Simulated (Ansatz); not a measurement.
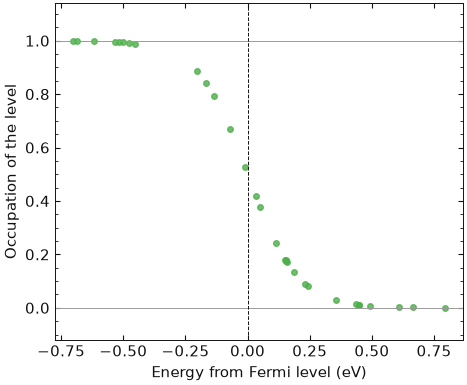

Occupations of the one-electron levels of the k mesh against their energy, from a run on CuAu, space group P4/mmm (No. 123), 2 atoms in the cell, with Ansatz.

Which smearing scheme was used (Fermi-Dirac, Gaussian, Methfessel-Paxton or cold), and about what width?

Fermi-Dirac smearing with a width of 0.1 eV. The occupations stay between 0 and 1 and have long exponential tails; the slope at the Fermi level is 1/(4 × width).
